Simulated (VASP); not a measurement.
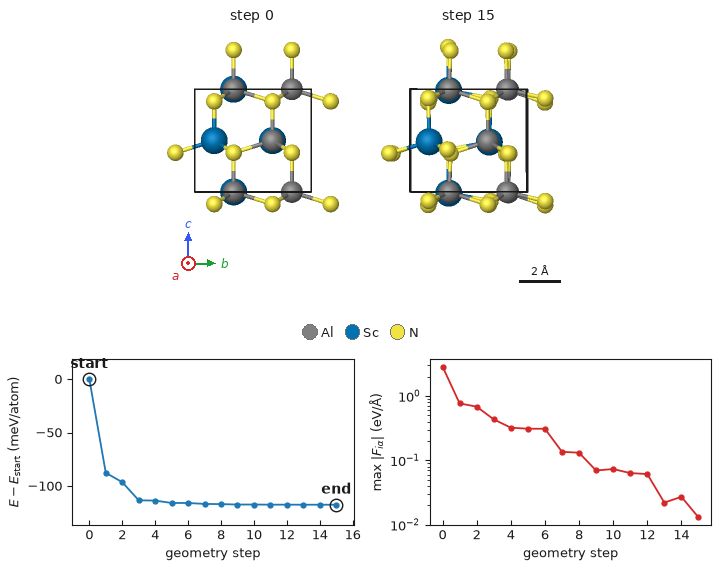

First and last geometry of a relaxation of crystalline Sc$_{3}$Al$_{5}$N$_{8}$ (a generated structure, set up in Cm), with the history of the run. A ball-and-stick model of the cell of the calculation, seen along the a axis.

The run lets cell and atoms move.

Level of theory: Kohn-Sham DFT of a periodic cell, PBE, VASP PAW PBE potentials, recommended (VASP).

The input:
```
SYSTEM = Sc3Al5N8
ALGO = Normal
EDIFF = 1E-7
EDIFFG = -0.02
ENCUT = 600
GGA = PE
IBRION = 2
ISIF = 3
ISMEAR = 0
LASPH = .True.
LCHARG = .False.
LREAL = .False.
LWAVE = .False.
NELM = 100
NSW = 40
PREC = Accurate
SIGMA = 0.05
```

Launched with:
```bash
cat potpaw_PBE.64/Al/POTCAR potpaw_PBE.64/Sc_sv/POTCAR potpaw_PBE.64/N/POTCAR > POTCAR
mpirun -np 1 vasp_std > vasp.out
```

> What do the curves and the structures tell?

It converged. The energy falls by 118 meV per atom in 15 geometry steps. The largest force component goes from 2.9 to 0.013 eV/Å. Pressure: 5.58 GPa at the start and 0.04 GPa at the end. The largest move relative to the cell is that of an N atom, 0.19 Å along [1 −1 3]. Largest moves by element: N 0.19 Å, Sc 0.10 Å, Al 0.04 Å. Cell: a = b 6.600 → 6.646 Å (+0.7 %), c 5.040 → 5.039 Å (0.0 %), α 90.0° → 90.2°, β 90.0° → 89.8°, γ 120.0° → 120.9°. Volume +0.5 %. Among the contacts that change: N–Sc 1.925 → 2.141 Å, Al–N 1.996 → 1.876 Å, N–Sc 1.996 → 2.111 Å, N–Sc 1.996 → 2.083 Å. Bond angles that change, for instance: Al–N–Al 111.5° → 121.2°, Sc–N–Sc 111.5° → 103.4°, Sc–N–Sc 107.3° → 99.4°. The space group stays Cm (No. 8).
